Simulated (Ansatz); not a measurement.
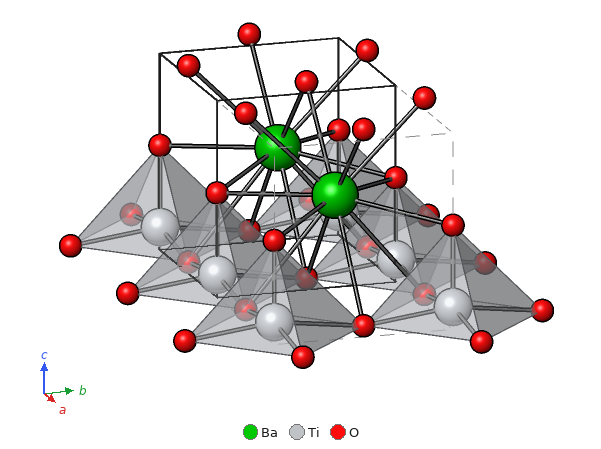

We look at a polyhedral model of the crystal slightly off an axis. 2×1×1 cells are drawn; the solid outline is the conventional unit cell. Some atoms of the next cells are drawn as well. Cell: a = 3.985 Å, b = 3.985 Å, c = 4.326 Å, α = 90.00°, β = 90.00°, γ = 90.00°.

- The formula is BaTiO₃.
- The atoms follow space group P4mm (No. 99); the Bravais lattice is primitive tetragonal.
- Cell content 1 Ba, 1 Ti, 3 O; Z = 1.

The model was built from a structure listed in the Materials Project. The cell was then strained or its atoms displaced on purpose. The atoms were relaxed in a fixed cell with DFT PBE, scalar-relativistic, plane waves, PAW (Ansatz 0.2.0).
